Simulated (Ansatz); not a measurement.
Input file:

```
crystal:
  lattice:
    - [2.78876195692, 2.78876195692, 0.0]
    - [-2.78876195692, 2.78876195692, 0.0]
    - [0.0, 2.78876195692, 2.81118416361]
  atoms:
    - { symbol: Be, position: [0.0, 0.0, 0.0] }
    - { symbol: Te, position: [0.75, 0.25, 0.5] }
kpoints:
  mp_grid: { grid: [8, 8, 8] }
scf:
  occupations: { method: fixed }
hamiltonian:
  xc: pbesol
  pseudopotentials: { kind: paw }
relax:
  f_tol: 0.002
  max_steps: 80
  cell: { fix: [a, b, gamma] }
output:
  forces: true
  stress: true
  write_density: true
  write_potential: true
  elf: true
  volumetric_format: npy
```

Run with:

```sh
ansatz run input.yaml --threads 1 --pin off --max-ram 3072MiB --backend cpu --events-out ev --progress --plain --runs-dir out
```

Below, planes, directions and counts refer to the conventional cell (a = 3.94 Å, b = 3.94 Å, c = 5.63 Å, α = 90.00°, β = 90.00°, γ = 90.00°).

The fields are those of the relaxed geometry.

Space group I-4m2; changed on purpose from its base cell (in-plane strain -0.005, out-of-plane length and atoms relaxed by PAW).

The calculation used Ansatz, DFT, PBEsol, PAW with Ansatz's default frozen-core files, scalar-relativistic; relaxation of cell and atoms.

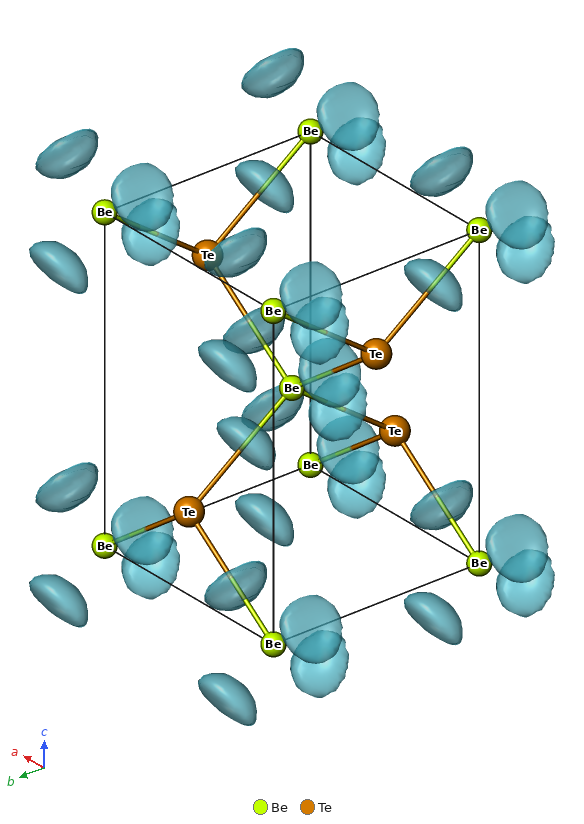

BeTe. Isosurface of the ELF at 0.8 (cyan), seen at an oblique angle. Only the valence region is drawn (cores and ρ < 0.01 e/Å³ removed). Sticks mark near contacts.

Question: Where are the electrons localised?

Answer: At this value the surface marks out eight regions between bonded Be–Te atoms (shared pairs), counted in one cell of 4 atoms. Regions shared between cells count once. Along the contacts the grid gives the following. Be–Te (2.42 Å): the ELF peaks at about 0.90 between the atoms (a shared electron pair).

Question: Does the calculation give a band gap?

Answer: It is gapped, with a Kohn–Sham gap of 1.8 eV on the k-point mesh (the band edges may lie off the mesh, which would make the gap smaller).
